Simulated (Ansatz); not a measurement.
**WSe2: geometry relaxation**

WSe2 (6 atoms in the cell), computed with DFT PBE, scalar-relativistic, plane waves, PAW, no spin polarisation (Ansatz 0.2.0).

The structure derives from a Materials Project entry.

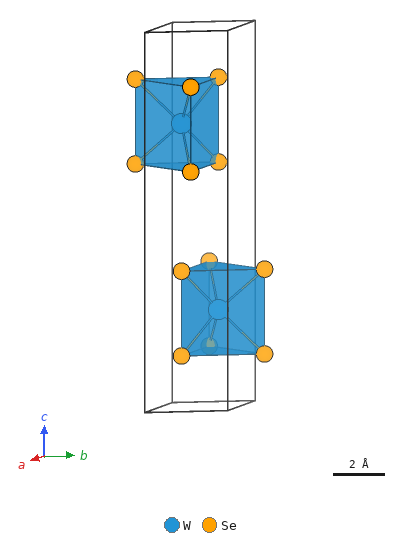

**Figure 1.** The input geometry (polyhedral view of the cell of the calculation, seen slightly off an axis; polyhedra are completed across the faces of the cell). An atom can appear more than once, as a periodic image.

**The input**
```yaml
crystal:
  lattice:
    - [3.3209866498, 0.0, 0.0]
    - [-1.6604933249, 2.8760588043, 0.0]
    - [0.0, 0.0, 15.0438240327]
  atoms:
    - { symbol: W, position: [0.6666666667, 0.3333333333, 0.75] }
    - { symbol: W, position: [0.3333333333, 0.6666666667, 0.25] }
    - { symbol: Se, position: [0.3333333333, 0.6666666667, 0.8615431038] }
    - { symbol: Se, position: [0.6666666667, 0.3333333333, 0.3615431038] }
    - { symbol: Se, position: [0.3333333333, 0.6666666667, 0.6384568962] }
    - { symbol: Se, position: [0.6666666667, 0.3333333333, 0.1384568962] }
basis:
  ecutwfc: 420
kpoints:
  mp_grid: { grid: [12, 12, 2] }
hamiltonian:
  xc: pbe
scf:
  occupations: { method: gaussian, width: 0.02 }
output:
  forces: true
  stress: true
  eigenvalues: true
  write_density: true
  write_potential: true
  elf: true
  volumetric_format: npy
relax:
  adjacent_minimum: "off"
  f_tol: 0.005
  max_steps: 80
  cell: { stress_tol: 0.05 }
```

Run as:
```bash
ansatz run input.yaml --threads 4 --pin off --max-ram 10240MiB --backend cpu --events-out ev --progress --plain --runs-dir out
```

**Log**
```
Engine: ansatz 0.2.0, x86_64-unknown-linux-gnu
Pseudopotentials: kind: paw
Pseudopotential: W, paw, valence charge 14, recommended cutoff 420 eV (normal), W.paw.azcp
Pseudopotential: Se, paw, valence charge 16, recommended cutoff 420 eV (normal), Se.paw.azcp
Functional definition: PBE
  parameter kappa = 0.804
  parameter beta = 0.06672455060314922
  exchange = pbe_x(kappa = kappa, mu = beta*pi^2/3)
  correlation = pbe_c(beta = beta)
Crystal: 6 atoms, lattice volume = 143.689 Å³
Basis set: ecut = 420 eV, 2823 PW (Γ), exchange–correlation on 48×48×216 points (8 copies of the dense FFT grid, shifted against one another)
Bands: 56, of which v1, the nominal top of the filled ones, is band 46 counted from 1 (45 counted from 0)
Symmetry: 24 space group operations
Space group: P63/mmc (ITA 194), of the structure as read, at distance tolerance 5.2e-5 Å
k-points: 38 of 288
Non-local potential: W, projectors of the file, l = 0: 3, l = 1: 2, l = 2: 2, l = 3: 1
Non-local potential: Se, projectors of the file, l = 0: 2, l = 1: 2, l = 2: 3, l = 3: 1
PAW form: soft (Blöchl's): semilocal exchange-correlation on the pseudo side does not see the compensation charge
PAW one-centre angular grid: W, 590 points (default); XC on 64 Gauss nodes
PAW one-centre angular grid: Se, 590 points (default); XC on 64 Gauss nodes
Initial density: superposition of atomic densities (neutral atoms: chi_scale 0, normalization atom), corrected by the library's trained network
Initial wavefunctions: pseudopotential atomic-orbital guess
Functional: x = pbe(κ = 0.804, μ = 0.2195149727645171), c = pbe(β = 0.06672455060314922)
SCF iter   1: F=—  HF=-42649.321032 eV  |F-HF|=—  |Δ(HF+E_count)|=         —  Δρ=4.49e-3  dr2=3.01e-2  ethr=1.77e-3  ⟨swp⟩=6.8  Hψ=7946  notcnv=0  defer=5
preconditioner: auto → Resta (q_TF=auto, 2.533 Å⁻¹)  ε∞=5.5  [insulator: Δε(μ)=1.490 eV  Ē_g=8.770 eV  σ=0.020 eV  W_gap=1.00  n_scr=54 (ndim 8)  ℏωp=18.6 eV  f_vac=0.199  D(μ)=0.00/eV (n_scr^D=0)  ε∞_Penn≈5.5]
SCF iter   2: F=—  HF=-42649.326458 eV  |F-HF|=—  |Δ(HF+E_count)|=   5.43e-3  Δρ=2.54e-3  dr2=5.34e-3  ethr=3.27e-5  ⟨swp⟩=2.0  Hψ=3317  notcnv=0  defer=112
SCF iter   3: F=—  HF=-42649.329543 eV  |F-HF|=—  |Δ(HF+E_count)|=   3.08e-3  Δρ=9.97e-4  dr2=2.26e-3  ethr=5.81e-6  ⟨swp⟩=2.0  Hψ=2867  notcnv=0  defer=112
SCF iter   4: F=—  HF=-42649.329866 eV  |F-HF|=—  |Δ(HF+E_count)|=   3.23e-4  Δρ=1.97e-4  dr2=1.22e-4  ethr=2.45e-6  ⟨swp⟩=2.0  Hψ=2653  notcnv=0  defer=112
SCF iter   5: F=—  HF=-42649.329887 eV  |F-HF|=—  |Δ(HF+E_count)|=   2.07e-5  Δρ=8.79e-5  dr2=2.81e-5  ethr=1.32e-7  ⟨swp⟩=2.0  Hψ=3687  notcnv=0  defer=112
SCF iter   6: F=—  HF=-42649.329859 eV  |F-HF|=—  |Δ(HF+E_count)|=   2.76e-5  Δρ=4.22e-5  dr2=3.70e-6  ethr=3.05e-8  ⟨swp⟩=2.0  Hψ=3672  notcnv=0  defer=112
SCF iter   7: F=—  HF=-42649.329865 eV  |F-HF|=—  |Δ(HF+E_count)|=   5.99e-6  Δρ=8.48e-6  dr2=1.33e-7  ethr=4.02e-9  ⟨swp⟩=2.1  Hψ=2702  notcnv=0  defer=112
SCF iter   8: F=-42649.329865 eV  HF=-42649.329865 eV  |F-HF|=6.39e-8  |Δ(HF+E_count)|=   3.11e-7  Δρ=2.90e-6  dr2=1.33e-8  ethr=1.09e-10  ⟨swp⟩=14.8  Hψ=15228  notcnv=0
SCF 1 converged in 8 iterations: F = -42649.329865 eV  dr2 = 1.33e-8
  greatest PAW one-centre occupation: 1.000 electrons in one spin orbital (limit 2), on the Se atom at site 5 (counted from 0), in its partial waves of l = 2
relax step   1: F+E_penalty+E_count = -42649.32986547 eV  Δ(F+E_penalty+E_count) = +0.000e0 eV  max|allowed force component| = 1.205e-3 eV/Å  Δτ_max = 0.0000 Å  P = +0.013 GPa  Ω = 143.689 Å³  (8 SCF iters, dr2 threshold 1.00e-7 eV, accepted)
Initial density: handed on by an earlier stage of this run
Initial wavefunctions: pseudopotential atomic-orbital guess (no wavefunctions were taken with the density)
iter 1 solved again at ethr=5.69e-8 eV; its pass at ethr=3.10e-3 eV (dr2=5.23e-5 eV) is discarded
SCF iter   1: F=—  HF=-42649.329898 eV  |F-HF|=—  |Δ(HF+E_count)|=         —  Δρ=2.94e-6  dr2=1.43e-8  ethr=5.69e-8  ⟨swp⟩=4.0  Hψ=14014  notcnv=0
preconditioner: auto → Resta (q_TF=auto, 2.533 Å⁻¹)  ε∞=5.5  [insulator: Δε(μ)=1.456 eV  Ē_g=8.775 eV  σ=0.020 eV  W_gap=1.00  n_scr=54 (ndim 8)  ℏωp=18.6 eV  f_vac=0.201  D(μ)=0.00/eV (n_scr^D=0)  ε∞_Penn≈5.5]
SCF iter   2: F=—  HF=-42649.329865 eV  |F-HF|=—  |Δ(HF+E_count)|=   3.25e-5  Δρ=1.97e-6  dr2=6.49e-9  ethr=1.55e-11  ⟨swp⟩=3.6  Hψ=5209  notcnv=0
SCF iter   3: F=—  HF=-42649.329865 eV  |F-HF|=—  |Δ(HF+E_count)|=   3.44e-8  Δρ=6.82e-7  dr2=1.01e-9  ethr=7.05e-12  ⟨swp⟩=2.5  Hψ=2925  notcnv=0
SCF iter   4: F=—  HF=-42649.329865 eV  |F-HF|=—  |Δ(HF+E_count)|=   4.31e-9  Δρ=2.63e-7  dr2=1.18e-10  ethr=1.09e-12  ⟨swp⟩=2.6  Hψ=3941  notcnv=0
SCF iter   5: F=-42649.329865 eV  HF=-42649.329865 eV  |F-HF|=7.28e-12  |Δ(HF+E_count)|=  9.46e-11  Δρ=1.62e-7  dr2=4.56e-11  ethr=1.00e-12  ⟨swp⟩=7.1  Hψ=10147  notcnv=0
SCF 2 converged in 5 iterations: F = -42649.329865 eV  dr2 = 4.56e-11
  greatest PAW one-centre occupation: 1.000 electrons in one spin orbital (limit 2), on the Se atom at site 4 (counted from 0), in its partial waves of l = 2
relax step   2: F+E_penalty+E_count = -42649.32986548 eV  Δ(F+E_penalty+E_count) = -1.048e-8 eV  max|allowed force component| = 1.219e-3 eV/Å  Δτ_max = 0.0000 Å  P = +0.013 GPa  Ω = 143.689 Å³  stress off target by 3.76e-2 GPa  SCF on the basis re-selected at this cell (its energy is not comparable with the rows above)  (5 SCF iters)
```

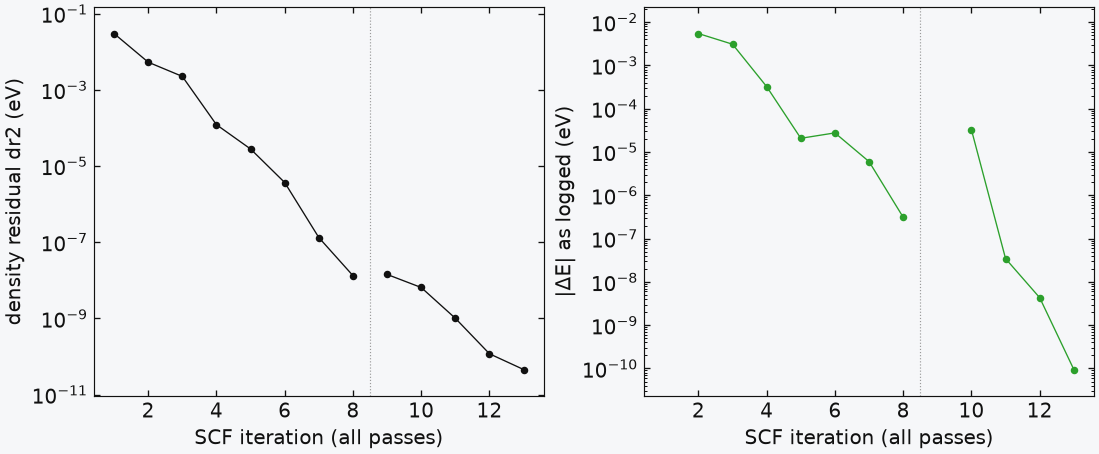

**Figure 2.** Convergence of the self-consistent field: density residual dr2 and size of the energy change against the SCF iteration. The dotted lines part the SCF passes of the relaxation: geometry steps, rejected trials and re-solves on a re-selected basis. The passes take 8 and 5 iterations.

```
basis re-selected at this cell: Δ(F+E_penalty+E_count) = -1.048e-8 eV, ΔP = -0.000 GPa vs the last step (what re-selecting the basis moved, of the pressure what is left beyond the Pulay correction that the steps carried, after the strain that the cell walked since its last selection, with what the two solves' SCF thresholds leave and, on support functions, any second-order correction that the steps lacked; it is no measure of the basis error at this ecutwfc). This SCF's stress stands 3.76e-2 GPa from its target on what of the cell is left free (relax.cell.stress_tol is 5.00e-2 GPa) and its largest allowed force component is 1.22e-3 eV/Å (relax.f_tol is 5.00e-3 eV/Å): within both
SCF converged after 5 iterations
Free energy (F): -42649.329865 eV
Harris-Foulkes:  -42649.329865 eV  (|F-HF|=7.28e-12)
Internal energy: -42649.329865 eV  (E = F + TS)
E sigma→0 (E₀):  -42649.329865 eV
Fermi energy:    10.678040 eV
--- Per-component energies (eV) ---
  E_band       = -1930.956199
  E_kinetic    = 1375.194630
  E_local      = -14852.077982  (includes V_loc(G=0)·N_el)
  E_nonlocal   = -2379.722951
  E_hartree    = 7086.472479
  E_xc         = -951.261871
  E_vxc        = -871.101805  (∫ρ·V_xc dr)
  E_paw        = -24771.204329  (= ΣΔE_a)
  E_vpaw       = 623.809583  (= ΣTr[D̂ρ^β])
  E_aug_tail   = -0.002488  (compensation charges beyond the density's cutoff)
  E_ewald      = -8156.727354
  E_smearing   = -0.000000  (= −TS)
  E_closure    = 0.000000  (closes the sum)
  Σ components = -42649.329865   (vs F -42649.329865, Δ=0.00e0)
--- Forces (eV/Å), atoms counted from 1 ---
  atom   1  W      0.00000000    -0.00000000    -0.00000000
  atom   2  W     -0.00000000     0.00000000     0.00000000
  atom   3  Se     0.00000000     0.00000000     0.00121948
  atom   4  Se    -0.00000000    -0.00000000     0.00121948
  atom   5  Se     0.00000000     0.00000000    -0.00121948
  atom   6  Se     0.00000000    -0.00000000    -0.00121948
  max |Σ_I F_I| component: 9.25e-18 eV/Å
--- Stress (GPa, compression-positive) ---
        0.000322       0.000000      -0.000000
        0.000000       0.000322      -0.000000
       -0.000000      -0.000000       0.037579
  P = ⅓ Tr σ = 0.0127 GPa (0.127 kbar)
--- Band table (eV; the first three rows and the last of 38) ---
  k-point 0: bands = ["-64.0761", "-64.0761", "-37.5987", "-37.5987", "-37.5987", "-37.5987", "-37.5982", "-37.5982", "-37.5982", "-37.5982", "-37.5665", "-37.5665", "-37.5665", "-37.5665", "-37.5654", "-37.5654", "-37.5654", "-37.5654", "-37.5534", "-37.5533", "-37.5513", "-37.5513", "-28.3382", "-28.3382", "-28.2317", "-28.2317", "-28.2317", "-28.2317", "-4.7779", "-4.7473", "-3.5612", "-3.5060", "3.6712", "3.9326", "7.3624", "7.5872", "7.5872", "7.5888", "7.5888", "8.2418", "8.6890", "8.6890", "8.6941", "8.6941", "9.3745", "9.8687", "12.8184", "12.8184", "12.8247", "12.8247", "12.9730", "12.9730", "12.9976", "12.9976", "14.2475", "15.0284"]
  k-point 1: bands = ["-64.0761", "-64.0761", "-37.5987", "-37.5987", "-37.5987", "-37.5987", "-37.5982", "-37.5982", "-37.5982", "-37.5982", "-37.5665", "-37.5665", "-37.5665", "-37.5665", "-37.5654", "-37.5654", "-37.5654", "-37.5654", "-37.5533", "-37.5533", "-37.5513", "-37.5513", "-28.3382", "-28.3382", "-28.2317", "-28.2317", "-28.2317", "-28.2317", "-4.7629", "-4.7629", "-3.5334", "-3.5334", "3.7950", "3.7950", "7.5880", "7.5880", "7.5880", "7.5880", "7.7473", "7.7473", "8.6915", "8.6915", "8.6915", "8.6915", "9.6838", "9.6838", "12.8212", "12.8212", "12.8212", "12.8212", "12.9856", "12.9856", "12.9856", "12.9856", "14.6053", "14.6053"]
  k-point 2: bands = ["-64.0755", "-64.0755", "-37.5987", "-37.5987", "-37.5985", "-37.5985", "-37.5983", "-37.5983", "-37.5980", "-37.5980", "-37.5665", "-37.5665", "-37.5665", "-37.5665", "-37.5655", "-37.5655", "-37.5654", "-37.5654", "-37.5532", "-37.5532", "-37.5512", "-37.5512", "-28.3353", "-28.3353", "-28.2460", "-28.2460", "-28.2350", "-28.2350", "-4.6775", "-4.6470", "-3.5099", "-3.4563", "3.8016", "4.0630", "7.2105", "7.2772", "7.2801", "7.6843", "7.6868", "7.8412", "8.5167", "8.5227", "8.6672", "8.8723", "9.3734", "9.7881", "12.4851", "12.5740", "12.6250", "12.6809", "12.8402", "12.8698", "12.9917", "13.0056", "14.8189", "15.5632"]
  k-point 37: bands = ["-64.0661", "-64.0661", "-37.5971", "-37.5971", "-37.5961", "-37.5961", "-37.5960", "-37.5960", "-37.5958", "-37.5958", "-37.5682", "-37.5682", "-37.5674", "-37.5674", "-37.5665", "-37.5665", "-37.5664", "-37.5664", "-37.5514", "-37.5514", "-37.5491", "-37.5491", "-28.3892", "-28.3892", "-28.3653", "-28.3653", "-28.2894", "-28.2894", "-2.5779", "-2.5779", "-2.4497", "-2.4497", "4.6355", "4.6355", "4.7335", "4.7335", "5.6258", "5.6258", "6.1890", "6.1890", "6.6832", "6.6832", "7.5909", "7.5909", "9.9243", "9.9243", "11.4739", "11.4739", "12.7384", "12.7384", "13.3602", "13.3602", "14.6876", "14.6876", "15.7973", "15.7973"]
--- Relaxed structure (1 steps of the walk, 1 accepted, 1 SCFs on fresh bases) ---
  F+E_penalty+E_count = -42649.32986548 eV   max|allowed force component| = 1.219e-3 eV/Å   (the final SCF, on the basis selected at the relaxed cell)
  cell:  # Å, volume = 143.6889 Å³
    - [3.3209866497677982, 0.0, 0.0]
    - [-1.6604933248838991, 2.8760588043278874, 0.0]
    - [0.0, 0.0, 15.0438240327]
  atoms:
    - { symbol: W, position: [0.6666666666666667, 0.33333333333333337, 0.7500000000000001] }
    - { symbol: W, position: [0.33333333333333337, 0.6666666666666667, 0.25000000000000006] }
    - { symbol: Se, position: [0.33333333333333337, 0.6666666666666667, 0.8615431038000001] }
    - { symbol: Se, position: [0.6666666666666667, 0.33333333333333337, 0.36154310380000004] }
    - { symbol: Se, position: [0.33333333333333337, 0.6666666666666667, 0.6384568962] }
    - { symbol: Se, position: [0.6666666666666667, 0.33333333333333337, 0.13845689620000004] }
```

**Trajectory as extended XYZ (Å, eV, eV/Å), 2 frames, from step=1 to step=2**
```
6
Lattice="3.3210 0.0000 0.0000 -1.6605 2.8761 0.0000 0.0000 0.0000 15.0438" Properties=species:S:1:pos:R:3:forces:R:3 step=1 energy=-42649.32986 pressure_GPa=0.01
W     1.6605    0.9587   11.2829    0.0000   0.0000   0.0000
W     0.0000    1.9174    3.7610    0.0000   0.0000   0.0000
Se    0.0000    1.9174   12.9609    0.0000   0.0000   0.0012
Se    1.6605    0.9587    5.4390    0.0000   0.0000   0.0012
Se    0.0000    1.9174    9.6048    0.0000   0.0000  -0.0012
Se    1.6605    0.9587    2.0829    0.0000   0.0000  -0.0012
6
Lattice="3.3210 0.0000 0.0000 -1.6605 2.8761 0.0000 0.0000 0.0000 15.0438" Properties=species:S:1:pos:R:3:forces:R:3 step=2 energy=-42649.32986 pressure_GPa=0.01
W     1.6605    0.9587   11.2829    0.0000   0.0000   0.0000
W     0.0000    1.9174    3.7610    0.0000   0.0000   0.0000
Se    0.0000    1.9174   12.9609    0.0000   0.0000   0.0012
Se    1.6605    0.9587    5.4390    0.0000   0.0000   0.0012
Se    0.0000    1.9174    9.6048    0.0000   0.0000  -0.0012
Se    1.6605    0.9587    2.0829    0.0000   0.0000  -0.0012
```

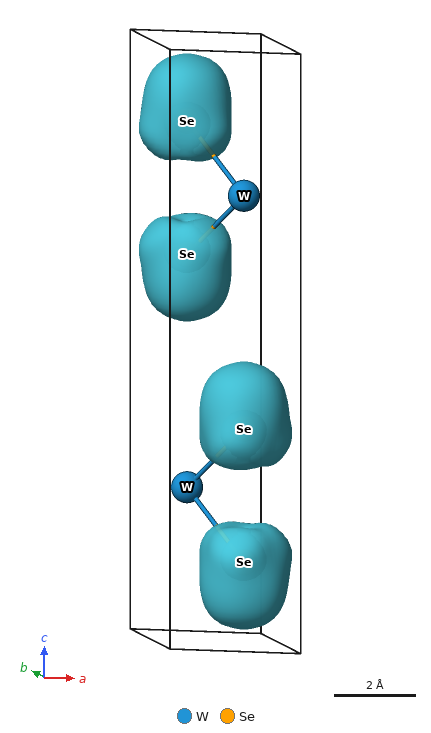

**Figure 3.** Isosurface of the ELF at 0.65 (cyan), seen slightly off an axis. Core shells and regions of very low density are left out. Sticks mark near contacts. The outline is the cell set on symmetry axes. Values along the shortest contacts: W–Se (2.55 Å): the ELF is about 0.55 at the midpoint. The fields are those of the smooth PAW valence density.

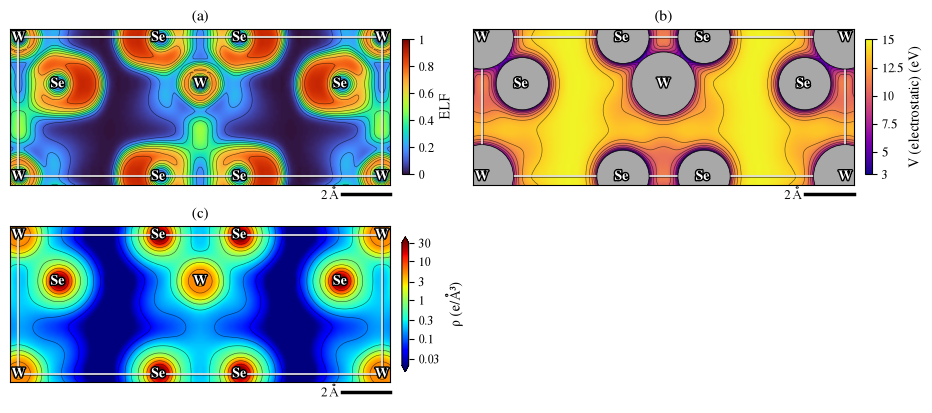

**Figure 4.** (a) ELF; (b) electrostatic potential energy of an electron; (c) valence pseudo-density on the (110) plane of the conventional cell. Grey discs, where drawn, cover atomic cores. The section cuts through W and Se sites. W–Se (2.55 Å): ρ at the midpoint is about 0.54 e/Å³; the ELF is about 0.55 at the midpoint. Away from the nuclei the density in this plane falls to 0.004 e/Å³ at its lowest. The strong features right at W lie inside the PAW spheres (semicore, d or f shells) and say nothing about bonding. Outside the cores the potential energy rises away from the atoms and is highest about 2.3 Å from the nearest atoms; outside the discs it spans about 12 eV, and its zero is arbitrary.

**Summary**

- outcome: converged
- space group (tolerance 0.01 Å): P6₃/mmc (194)
- electrons treated: 92
- free energy: −42649.3299 eV
- Fermi energy: 10.678 eV
- gap on the k-point mesh: 1.46 eV
- pressure: 0.01 GPa
- final volume: 143.69 Å³
- largest force (length of the vector) at the end: 0.001 eV/Å
- final cell: a = 3.321 Å, b = 3.321 Å, c = 15.044 Å, α = 90.00°, β = 90.00°, γ = 120.00°
- hardware: 4 threads of Intel Xeon (Granite Rapids), 192 GiB of memory available, shared host
- wall time: 5.3 s (CPU time 20 s)
- peak memory: 0.68 GiB

**Remarks**

Spin–orbit coupling is left out, which matters for W.
